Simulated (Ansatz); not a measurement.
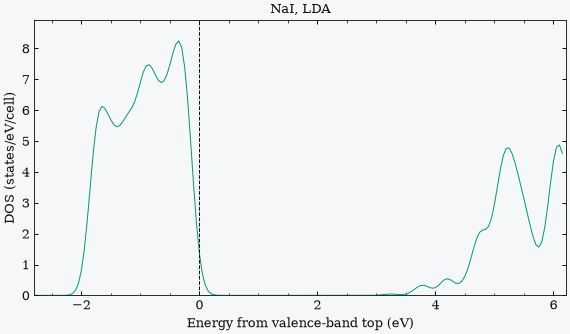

Density of states. Energies are counted from the top of the valence band. The curve is built from the levels of the k mesh with Gaussians 0.3 eV wide, which also blur the band edges.

System: NaI, space group P6_3/mmc, 4 atoms in the cell, h-MgO (five-fold) type.

```
Na I
1.0
     5.41644    0.00000    0.00000
    -2.70822    4.69078    0.00000
     0.00000    0.00000    6.46221
Na I
2 2
Direct
  0.33333 0.66667 0.25000
  0.66667 0.33333 0.75000
  0.66667 0.33333 0.25000
  0.33333 0.66667 0.75000
```

Level of theory: DFT, LDA, plane waves, PAW, no spin polarisation, 6×6×4 k mesh, 420 eV cutoff; code Ansatz.

> Is there a gap at the Fermi level, and how wide?

There is a gap; over the k points computed it is 3.24 eV (direct among those points).

> How wide is the upper valence band?

The upper group of valence states starts about 1.8 eV under the valence-band top, with a gap beneath it; it holds about 12 electrons a cell.

Spin-orbit coupling is left out, which matters for I.
